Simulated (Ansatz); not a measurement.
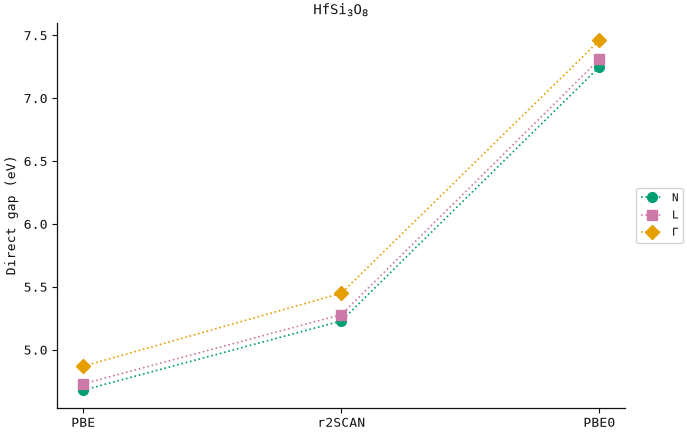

Direct gap at each named k point, by several methods on one cell of HfSi3O8, space group P1, 12 atoms in the cell, relaxed with r2SCAN; a = 4.87 Å, b = 4.35 Å, c = 5.32 Å, α = 83.66°, β = 99.58°, γ = 85.98°. All runs are without spin-orbit coupling and carry no moments. In reduced coordinates of the cell that was run, N is (0.5, −0.5, −0.5) and L is (−0.5, −0.5, 0). The cell is at 8 GPa in PBE. The smallest gap is indirect or lies off these points.

```csv
method,program,N (eV),L (eV),Γ (eV)
PBE,Ansatz,4.68,4.73,4.87
r2SCAN,Ansatz,5.23,5.28,5.45
PBE0,Ansatz,7.25,7.31,7.46
```

Q: Estimate the HSE06 values. It was run as: HSE06, Ansatz PAW set, 4×4×4 k mesh, 420 eV cutoff, fixed occupations (Ansatz 0.2.0).

A: HSE06 screens off the long-range part of PBE0's exact exchange, so it lies between PBE and PBE0, here 0.78 eV under PBE0 at N. HSE06 gives 6.47 eV at N, 6.53 eV at L and 6.69 eV at Γ, which is +1.79 eV from PBE at N.

Q: Does HSE06 open these direct gaps by one amount over PBE?

A: The shifts are +1.79 eV at N, +1.80 eV at L and +1.82 eV at Γ, and at points that aren't plotted +1.80 eV (M), +1.81 eV (X), +1.83 eV (R), +1.79 eV (Y) and +1.79 eV (Z): over the named points that both runs hold, a spread of 0.04 eV on a mean of 1.80 eV, so one shift describes them well.

Q: How do the methods rank at N?

A: From low to high: PBE 4.68, r2SCAN 5.23, HSE06 6.47, PBE0 7.25 eV.

Settings. PBE: Ansatz PAW set, 6×6×6 k mesh, 420 eV cutoff, Fermi-Dirac smearing of 0.02 eV (Ansatz 0.2.0). r2SCAN: Ansatz PAW set, 6×6×6 k mesh, 500 eV cutoff, fixed occupations (Ansatz 0.2.0). PBE0: Ansatz PAW set, 4×4×4 k mesh, 420 eV cutoff, fixed occupations (Ansatz).

Spin-orbit coupling is left out, which matters for Hf. The cell was built by a generator and needn't be a form met in nature. r2SCAN, HSE06 and PBE0: the PAW data sets were made with another functional. LDA, GGA and most meta-GGA functionals understate gaps. Over all k points computed the smallest gap is 4.44 eV in PBE, 4.99 eV in r2SCAN, 6.21 eV in HSE06 and 6.99 eV in PBE0. In reduced coordinates of the cell that was run, M is (0, 0, −0.5), X is (0, −0.5, 0), R is (0, −0.5, −0.5), Y is (−0.5, 0, 0) and Z is (0.5, 0, −0.5).
